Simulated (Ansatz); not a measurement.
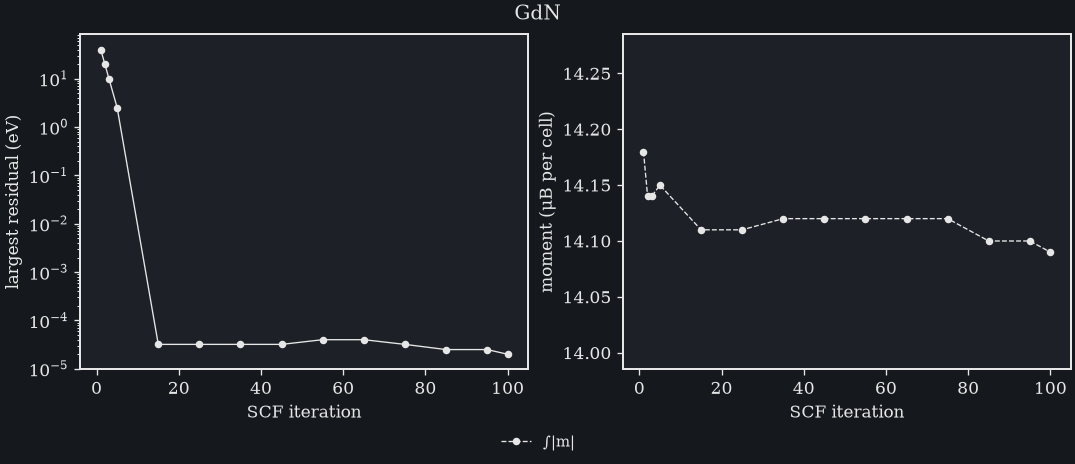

The plot shows the SCF iterations of a calculation: largest residual, magnetic moments. Only some iterations were kept.

System: GdN (Immm, 4 atoms in the cell).
Method: DFT, PBE, PAW (an earlier, harder data set), plane waves, scalar-relativistic in Ansatz development build ahead of 0.2.0; cutoff 870 eV, 4×4×3 k-mesh, Fermi–Dirac smearing of 0.1 eV, non-collinear spins.
Setting under test: default search for lower states.

### Was self-consistency reached?

It did not converge: it stopped after 100 iterations. The residual stalls around 3 × 10⁻⁵ from about step 15 on.

### Read the residual at the first and at the last step drawn.

It starts near 40 and ends near 2 × 10⁻⁵ eV.

### What happens to the magnetisation?

The integral of |m| goes from 14.2 to 14.1 μB per cell, though in an unconverged run this needn't be final.
